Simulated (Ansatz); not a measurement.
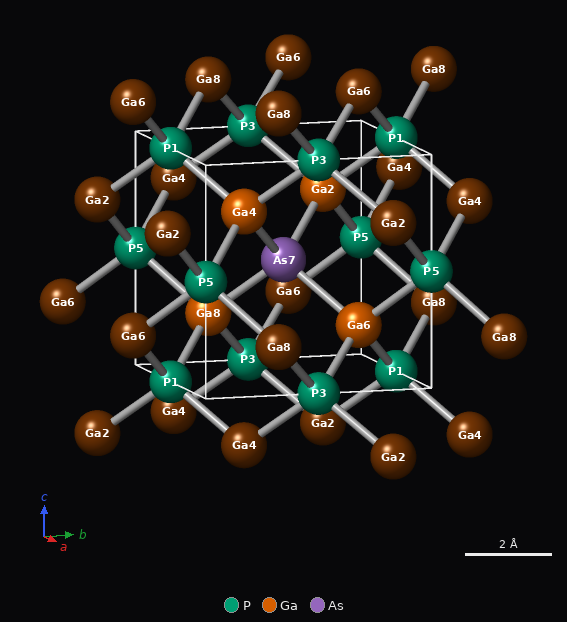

Fig. 1: The structure as given in the input (ball-and-stick view of the cell of the calculation, seen slightly off an axis; neighbours outside the cell are drawn fainter; atoms are numbered from 1 in the order of the input). An atom can appear more than once, as a periodic image.

# Single-point calculation of Ga4AsP3

Ga4AsP3 (P-43m, 8 atoms in the cell), computed with DFT, PBE, plane waves, PAW, no spin polarisation (Ansatz 0.2.0).

The structure was built on a prototype by a generator; it need not be a known phase. The geometry comes from this level: r2SCAN. Figures and captions count atoms from 1; the log counts them from 0 in places.

## Log
```
scf.n_extra_bands = 6 over 41 filled bands (N_el = 82.0): the run solves 47 bands
Engine: ansatz 0.2.0, aarch64-unknown-linux-gnu
Pseudopotentials: kind: paw
Pseudopotential: P, paw, valence charge 5, recommended cutoff 420 eV (normal), P.paw.azcp
Pseudopotential: Ga, paw, valence charge 13, recommended cutoff 420 eV (normal), Ga.paw.azcp
Pseudopotential: As, paw, valence charge 15, recommended cutoff 420 eV (normal), As.paw.azcp
Functional definition: PBE
  parameter kappa = 0.804
  parameter beta = 0.06672455060314922
  exchange = pbe_x(kappa = kappa, mu = beta*pi^2/3)
  correlation = pbe_c(beta = beta)
Crystal: 8 atoms, lattice volume = 166.742 Å³
Basis set: ecut = 420 eV, 3239 PW (Γ), exchange–correlation on 80×80×80 points (8 copies of the dense FFT grid, shifted against one another)
Bands: 47, of which v1, the nominal top of the filled ones, is band 41 counted from 1 (40 counted from 0)
Symmetry: 24 space group operations
Space group: P-43m (ITA 215), of the structure as read, at distance tolerance 5.5e-5 Å
k-points: 20 of 216 (time reversal used)
Non-local potential: P, projectors of the file, l = 0: 2, l = 1: 2, l = 2: 2
Non-local potential: Ga, projectors of the file, l = 0: 2, l = 1: 2, l = 2: 3, l = 3: 1
Non-local potential: As, projectors of the file, l = 0: 2, l = 1: 2, l = 2: 3, l = 3: 1
PAW form: soft (Blöchl's): semilocal exchange-correlation on the pseudo side does not see the compensation charge
PAW one-centre angular grid: P, 110 points (default); XC on 64 Gauss nodes
PAW one-centre angular grid: Ga, 590 points (default); XC on 64 Gauss nodes
PAW one-centre angular grid: As, 590 points (default); XC on 64 Gauss nodes
Initial density: superposition of atomic densities (neutral atoms: chi_scale 0, normalization atom), corrected by the library's trained network
Initial wavefunctions: pseudopotential atomic-orbital guess
Functional: x = pbe(κ = 0.804, μ = 0.2195149727645171), c = pbe(β = 0.06672455060314922)
SCF iter   1: F=—  HF=-22258.448344 eV  |F-HF|=—  |Δ(HF+E_count)|=         —  Δρ=1.56e-3  dr2=6.77e-3  ethr=1.77e-3  ⟨swp⟩=8.3  Hψ=3879  notcnv=0
preconditioner: auto → Resta (q_TF=auto, 2.424 Å⁻¹)  ε∞=4.2  [insulator: Δε(μ)=1.290 eV  Ē_g=13.547 eV  σ=0.020 eV  W_gap=1.00  n_scr=32 (ndim 8)  ℏωp=24.4 eV  f_vac=0.026  D(μ)=0.00/eV (n_scr^D=0)  ε∞_Penn≈4.2]
SCF iter   2: F=—  HF=-22258.440149 eV  |F-HF|=—  |Δ(HF+E_count)|=   8.19e-3  Δρ=1.09e-3  dr2=2.02e-3  ethr=8.25e-6  ⟨swp⟩=3.0  Hψ=2003  notcnv=0  defer=37
SCF iter   3: F=—  HF=-22258.439907 eV  |F-HF|=—  |Δ(HF+E_count)|=   2.42e-4  Δρ=4.67e-4  dr2=6.15e-4  ethr=2.47e-6  ⟨swp⟩=2.0  Hψ=1500  notcnv=0  defer=37
SCF iter   4: F=—  HF=-22258.440047 eV  |F-HF|=—  |Δ(HF+E_count)|=   1.41e-4  Δρ=1.81e-4  dr2=6.55e-5  ethr=7.50e-7  ⟨swp⟩=2.0  Hψ=1223  notcnv=0  defer=37
SCF iter   5: F=—  HF=-22258.440094 eV  |F-HF|=—  |Δ(HF+E_count)|=   4.66e-5  Δρ=5.18e-5  dr2=6.08e-6  ethr=7.99e-8  ⟨swp⟩=2.0  Hψ=1623  notcnv=0  defer=37
SCF iter   6: F=—  HF=-22258.440105 eV  |F-HF|=—  |Δ(HF+E_count)|=   1.14e-5  Δρ=1.28e-5  dr2=1.89e-7  ethr=7.42e-9  ⟨swp⟩=2.0  Hψ=1623  notcnv=0  defer=37
SCF iter   7: F=-22258.440105 eV  HF=-22258.440106 eV  |F-HF|=4.88e-8  |Δ(HF+E_count)|=   1.44e-7  Δρ=3.29e-6  dr2=2.52e-8  ethr=1.22e-10  ⟨swp⟩=15.8  Hψ=7735  notcnv=0
SCF 1 converged in 7 iterations: F = -22258.440105 eV  dr2 = 2.52e-8
  Residual-converged pass: ⟨swp⟩=1.1  Hψ=1021  notcnv=0  max |occ|·‖R‖ = 7.0e-9 eV (tolerance 1.0e-8 eV)  dr2=2.52e-8  dr2_onsite=7.24e-8  max |Δocc| = 5.3e-24
  greatest PAW one-centre occupation: 0.999 electrons in one spin orbital (limit 2), on the As atom at site 6 (counted from 0), in its partial waves of l = 2
```

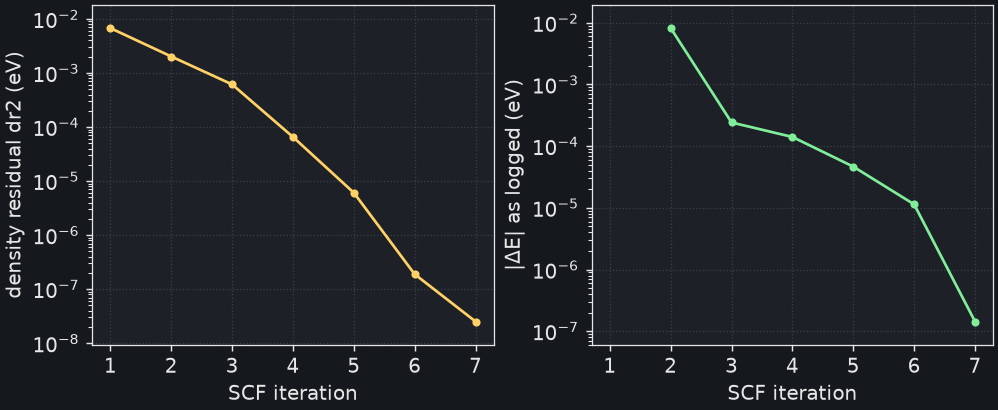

Fig. 2: Convergence of the self-consistent field: density residual dr2 and size of the energy change against the SCF iteration. The residual falls at every step.

```
NSCF: frozen V_eff on 62 k-points
SCF converged after 7 iterations
Free energy (F): -22258.440105 eV
Harris-Foulkes:  -22258.440106 eV  (|F-HF|=4.88e-8)
Internal energy: -22258.440105 eV  (E = F + TS)
E sigma→0 (E₀):  -22258.440105 eV
Fermi energy:    8.042621 eV
--- Per-component energies (eV) ---
  E_band       = -491.255290
  E_kinetic    = 778.075372
  E_local      = -10823.784154  (includes V_loc(G=0)·N_el)
  E_nonlocal   = 1130.604610
  E_hartree    = 5177.408014
  E_xc         = -540.701172
  E_vxc        = -494.454425  (∫ρ·V_xc dr)
  E_paw        = -11499.373278  (= ΣΔE_a)
  E_vpaw       = -1436.513136  (= ΣTr[D̂ρ^β])
  E_aug_tail   = -0.000388  (compensation charges beyond the density's cutoff)
  E_ewald      = -6480.669109
  E_smearing   = -0.000000  (= −TS)
  E_closure    = 0.000000  (closes the sum)
  Σ components = -22258.440105   (vs F -22258.440105, Δ=0.00e0)
--- Forces (eV/Å), atoms counted from 1 ---
  atom   1  P      0.00000000     0.00000000    -0.00000000
  atom   2  Ga    -0.02805478     0.02805478     0.02805478
  atom   3  P      0.00000000     0.00000000     0.00000000
  atom   4  Ga     0.02805478    -0.02805478     0.02805478
  atom   5  P      0.00000000    -0.00000000     0.00000000
  atom   6  Ga     0.02805478     0.02805478    -0.02805478
  atom   7  As     0.00000000     0.00000000    -0.00000000
  atom   8  Ga    -0.02805478    -0.02805478    -0.02805478
  max |Σ_I F_I| component: 5.55e-17 eV/Å
--- Stress (GPa, compression-positive) ---
        2.560973      -0.000000       0.000000
        0.000000       2.560973      -0.000000
        0.000000      -0.000000       2.560973
  P = ⅓ Tr σ = 2.5610 GPa (25.610 kbar)
--- Band table (eV; the first three rows and the last of 20) ---
  k-point 0: bands = ["-27.4868", "-27.4868", "-27.4868", "-27.4764", "-27.4764", "-7.3528", "-7.3375", "-7.3375", "-7.2261", "-7.2261", "-7.2261", "-7.1688", "-7.1688", "-7.1688", "-7.1640", "-7.1640", "-7.1640", "-7.1624", "-7.1624", "-7.1624", "-7.1325", "-7.1325", "-7.1132", "-7.1132", "-7.1132", "-5.1757", "-2.5103", "-2.2374", "-2.2374", "0.6061", "0.6061", "0.6061", "4.6336", "4.6336", "4.6336", "4.7407", "4.7407", "4.7407", "7.3817", "7.3817", "7.3817", "8.6813", "8.8958", "9.1046", "9.1046", "9.1435", "9.1435"]
  k-point 1: bands = ["-27.4868", "-27.4868", "-27.4868", "-27.4764", "-27.4764", "-7.3478", "-7.3339", "-7.3322", "-7.2366", "-7.2222", "-7.2222", "-7.1740", "-7.1717", "-7.1717", "-7.1676", "-7.1666", "-7.1666", "-7.1624", "-7.1586", "-7.1586", "-7.1341", "-7.1313", "-7.1154", "-7.1154", "-7.1145", "-5.0585", "-2.7596", "-2.3577", "-2.2181", "0.6516", "0.6516", "1.1281", "4.4295", "4.4295", "4.4413", "4.5111", "4.8103", "4.8103", "6.4295", "7.0562", "7.0562", "8.8862", "9.3147", "9.5897", "9.6085", "9.6737", "9.6737"]
  k-point 2: bands = ["-27.4868", "-27.4868", "-27.4868", "-27.4764", "-27.4764", "-7.3365", "-7.3259", "-7.3169", "-7.2624", "-7.2116", "-7.2116", "-7.1869", "-7.1815", "-7.1815", "-7.1787", "-7.1695", "-7.1695", "-7.1560", "-7.1509", "-7.1509", "-7.1391", "-7.1279", "-7.1209", "-7.1209", "-7.1179", "-4.7166", "-3.4662", "-2.3445", "-2.1788", "0.7517", "0.7517", "2.2520", "4.0013", "4.0013", "4.1137", "4.1289", "5.0284", "5.1401", "5.1401", "6.3865", "6.3865", "9.0717", "10.0222", "10.2208", "10.7682", "10.8576", "10.9474"]
  k-point 19: bands = ["-27.4868", "-27.4868", "-27.4868", "-27.4764", "-27.4764", "-7.3182", "-7.3043", "-7.3043", "-7.3043", "-7.2057", "-7.2057", "-7.2057", "-7.2044", "-7.2044", "-7.1983", "-7.1983", "-7.1983", "-7.1285", "-7.1285", "-7.1285", "-7.1253", "-7.1253", "-7.1253", "-7.1231", "-7.1231", "-3.4221", "-3.1062", "-3.1062", "-3.1062", "0.5812", "0.8002", "0.8002", "0.8002", "6.0443", "6.0443", "6.1539", "6.1539", "6.1539", "6.4760", "6.4760", "6.4760", "8.8368", "8.8686", "8.8686", "8.8686", "11.9155", "11.9155"]
```

## File rho_z.tsv
```
# z_ang	rho[e/angstrom^3]
# format = ansatz-planar-average/11
# lattice	5.504044787	0.000000000	0.000000000
# lattice	0.000000000	5.504044787	0.000000000
# lattice	0.000000000	0.000000000	5.504044787
# sites	8
# site	15	2.752022394	0.000000000	0.000000000
# site	31	1.352968686	4.151076101	4.151076101
# site	15	0.000000000	2.752022394	0.000000000
# site	31	4.151076101	1.352968686	4.151076101
# site	15	0.000000000	0.000000000	2.752022394
# site	31	4.151076101	4.151076101	1.352968686
# site	33	2.752022394	2.752022394	2.752022394
# site	31	1.352968686	1.352968686	1.352968686
0.000000	2.252145e-1
0.137601	2.280791e-1
0.275202	2.356134e-1
0.412803	2.447733e-1
0.550404	2.532778e-1
0.688006	2.663058e-1
0.825607	3.092759e-1
0.963208	4.440558e-1
1.100809	7.325235e-1
1.238410	1.082608e0
1.376011	1.205994e0
1.513612	9.727751e-1
1.651213	6.157109e-1
1.788815	3.791725e-1
1.926416	2.859379e-1
2.064017	2.704939e-1
2.201618	3.007948e-1
2.339219	3.815901e-1
2.476820	5.123682e-1
2.614421	6.479134e-1
2.752022	7.073282e-1
2.889624	6.479134e-1
3.027225	5.123682e-1
3.164826	3.815901e-1
3.302427	3.007948e-1
3.440028	2.704939e-1
3.577629	2.859379e-1
3.715230	3.791725e-1
3.852831	6.157109e-1
3.990432	9.727751e-1
4.128034	1.205994e0
4.265635	1.082608e0
4.403236	7.325235e-1
4.540837	4.440558e-1
4.678438	3.092759e-1
4.816039	2.663058e-1
4.953640	2.532778e-1
5.091241	2.447733e-1
5.228843	2.356134e-1
5.366444	2.280791e-1
```

## File v_z.tsv
```
# z_ang	v_es[eV]	v_tot[eV]
# format = ansatz-planar-average/11
# xc	pbe
# density_cutoff_ev	1680
# datasets	P=:simpson_from_first_knot:soft	Ga=:simpson_from_first_knot:soft	As=:simpson_from_first_knot:soft
# lattice	5.504044787	0.000000000	0.000000000
# lattice	0.000000000	5.504044787	0.000000000
# lattice	0.000000000	0.000000000	5.504044787
# sites	8
# site	15	2.752022394	0.000000000	0.000000000
# site	31	1.352968686	4.151076101	4.151076101
# site	15	0.000000000	2.752022394	0.000000000
# site	31	4.151076101	1.352968686	4.151076101
# site	15	0.000000000	0.000000000	2.752022394
# site	31	4.151076101	4.151076101	1.352968686
# site	33	2.752022394	2.752022394	2.752022394
# site	31	1.352968686	1.352968686	1.352968686
0.000000	1.350254e0	-8.209972e0
0.137601	1.567305e0	-7.949769e0
0.275202	2.196230e0	-7.212989e0
0.412803	3.072141e0	-6.238877e0
0.550404	3.905790e0	-5.370406e0
0.688006	4.514883e0	-4.786382e0
0.825607	4.818811e0	-4.554112e0
0.963208	4.860883e0	-4.590158e0
1.100809	4.814044e0	-4.690341e0
1.238410	4.774559e0	-4.755380e0
1.376011	4.769081e0	-4.757777e0
1.513612	4.808596e0	-4.688986e0
1.651213	4.880292e0	-4.561783e0
1.788815	4.914045e0	-4.453239e0
1.926416	4.850240e0	-4.439884e0
2.064017	4.738027e0	-4.514788e0
2.201618	4.640560e0	-4.647264e0
2.339219	4.516800e0	-4.865044e0
2.476820	4.370189e0	-5.135777e0
2.614421	4.291091e0	-5.317451e0
2.752022	4.271573e0	-5.373864e0
2.889624	4.291091e0	-5.317451e0
3.027225	4.370189e0	-5.135777e0
3.164826	4.516800e0	-4.865044e0
3.302427	4.640560e0	-4.647264e0
3.440028	4.738027e0	-4.514788e0
3.577629	4.850240e0	-4.439884e0
3.715230	4.914045e0	-4.453239e0
3.852831	4.880292e0	-4.561783e0
3.990432	4.808596e0	-4.688986e0
4.128034	4.769081e0	-4.757777e0
4.265635	4.774559e0	-4.755380e0
4.403236	4.814044e0	-4.690341e0
4.540837	4.860883e0	-4.590158e0
4.678438	4.818811e0	-4.554112e0
4.816039	4.514883e0	-4.786382e0
4.953640	3.905790e0	-5.370406e0
5.091241	3.072141e0	-6.238877e0
5.228843	2.196230e0	-7.212989e0
5.366444	1.567305e0	-7.949769e0
```

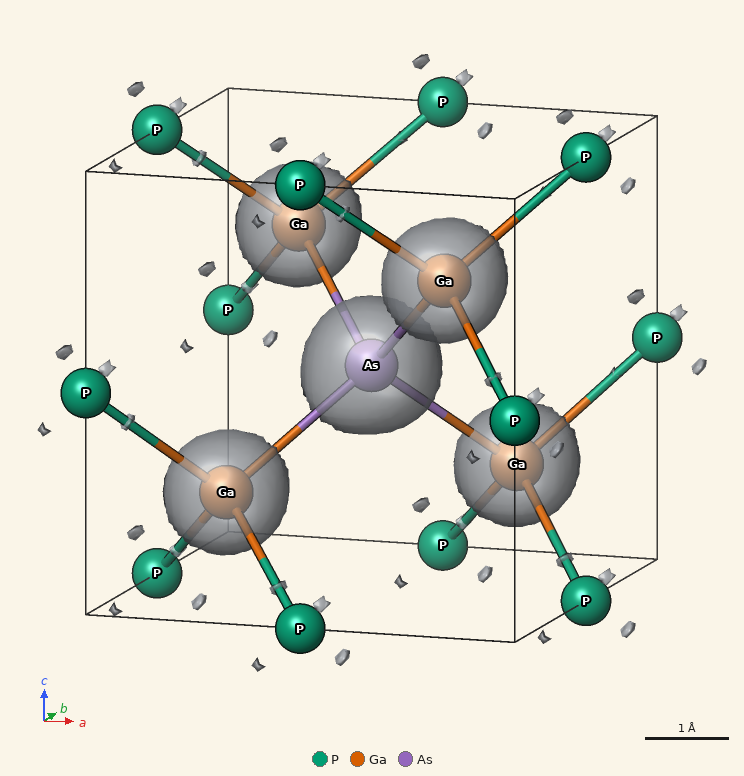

Fig. 3: Isosurface of the valence pseudo-density at 0.8 e/Å³ (grey), seen slightly off an axis. Sticks mark near contacts. The outline is the cell set on symmetry axes. At this value the density breaks into separate islands; it holds about 60 % of the electrons treated as valence (semicore included). It is pinched off along the Ga–P (2.37 Å) and Ga–As (2.42 Å) contacts. On the grid the lowest density along these lines, outside the cores, is 0.52 e/Å³ (Ga–P, 2.37 Å) and 0.5 e/Å³ (Ga–As, 2.42 Å). The fields are those of the smooth PAW valence density.

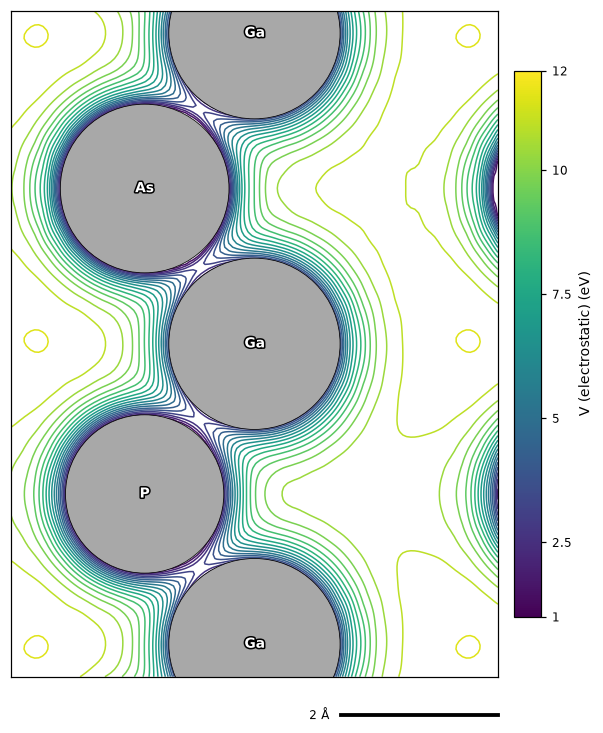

Fig. 4: Electrostatic potential (local pseudopotential plus Hartree) felt by an electron on the (101) plane of the conventional cell. Grey discs, where drawn, cover atomic cores. The section cuts through Ga, P and As sites. Outside the cores the potential energy rises away from the atoms and is highest about 2.4 Å from the nearest atoms; outside the discs it spans about 10 eV, and its zero is arbitrary.

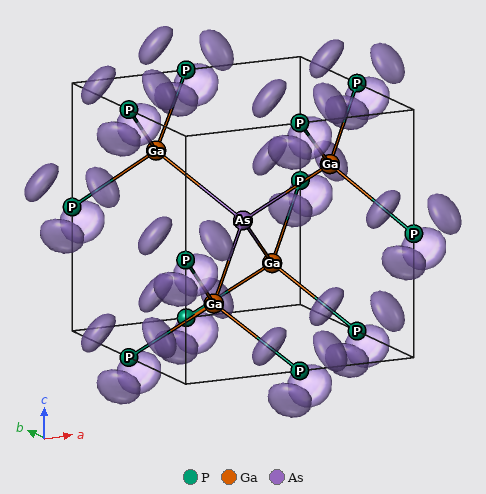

Fig. 5: Isosurface of the electron localisation function at 0.85 (purple), seen at an oblique angle. Only the valence region is drawn (cores and ρ < 0.01 e/Å³ removed). Sticks mark near contacts. The outline is the cell set on symmetry axes. Along the contacts the grid gives the following. Ga–P (2.37 Å): the ELF is about 0.75 at the midpoint.

This output came from the following input.

## The input
```yaml
crystal:
  lattice:
    - [5.5040447875, 0.0, 0.0]
    - [0.0, 5.5040447875, 0.0]
    - [0.0, 0.0, 5.5040447875]
  atoms:
    - { symbol: P, position: [0.5, 0.0, 0.0] }
    - { symbol: Ga, position: [0.2458135314, 0.7541864686, 0.7541864686] }
    - { symbol: P, position: [0.0, 0.5, 0.0] }
    - { symbol: Ga, position: [0.7541864686, 0.2458135314, 0.7541864686] }
    - { symbol: P, position: [0.0, 0.0, 0.5] }
    - { symbol: Ga, position: [0.7541864686, 0.7541864686, 0.2458135314] }
    - { symbol: As, position: [0.5, 0.5, 0.5] }
    - { symbol: Ga, position: [0.2458135314, 0.2458135314, 0.2458135314] }
kpoints:
  mp_grid: { grid: [6, 6, 6] }
  band_path:
    path:
      - [[0.0, 0.0, 0.0], [9.717160718002e-51, 0.5, 4.19894100159e-34], [0.5, 0.5, 7.348146752782e-34], [0.0, 0.0, 0.0], [0.5, 0.5, 0.5], [9.717160718002e-51, 0.5, 4.19894100159e-34]]
      - [[0.5, 0.5, 0.5], [0.5, 0.5, 7.348146752782e-34]]
    npoints: 10
hamiltonian:
  xc: pbe
scf:
  occupations: { method: fermi_dirac, width: 0.02 }
  n_extra_bands: 6
output:
  forces: true
  stress: true
  eigenvalues: true
  write_density: true
  write_potential: true
  elf: true
  volumetric_format: npy
```

Run as:
```bash
ansatz run input.yaml --threads 4 --pin off --max-ram 6451MiB --backend cpu --events-out ev --progress --plain --runs-dir out
```

## Results in brief

```tsv
quantity	value
outcome	converged
space group (tolerance 0.01 Å)	P-43m (215)
electrons treated	82
free energy	−22258.4401 eV
Fermi energy	8.043 eV
gap on the k-point mesh	1.30 eV
pressure	2.56 GPa
largest force (length of the vector)	0.049 eV/Å
hardware	4 threads of Arm Neoverse V1, 24 GiB of memory available, shared host
wall time	13 s (CPU time 51 s)
peak memory	0.69 GiB
```
